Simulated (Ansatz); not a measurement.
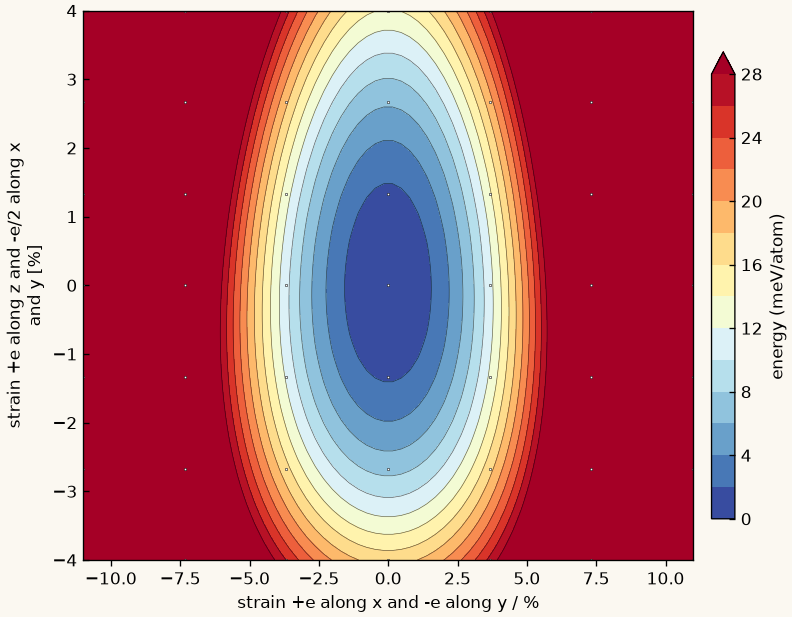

CaO (P6_3/mmc, No. 194; 4 atoms in the cell). 
- The energy is mapped over two homogeneous strains (x along [1 0 0], y along [1 2 0], z along [0 0 1] of the conventional cell).
- First axis: strain +e along x and -e along y. Second axis: strain +e along z and -e/2 along x and y.
- Nothing is relaxed (fractional coordinates fixed).
- The scan uses a 7 × 7 grid.
- Points are written as (first, second).
- Energies: meV/atom, counted from the lowest grid point.
- Computed with Ansatz, DFT PBE, scalar-relativistic, plane waves, PAW. Settings: cutoff 520 eV, k-mesh 9×9×6 in the order of the run's cell vectors, gaussian smearing 0.05 eV, no spin polarisation.

The picture shows filled contours, dots at the grid points, one colour for all values above the top of the scale. Between grid points the surface is interpolated.

**Where is the minimum, and how stiff is the crystal against these two strains (in GPa)?**

The interpolated minimum is at 0.0 % and 0.0 %. Divided by the cell volume of 66.8 Å³, the second derivatives of the energy there are about 155 GPa along the first strain and 182 GPa along the second, with a cross term of about 0 GPa (clamped ions). Round the minimum the two coordinates are nearly uncoupled.
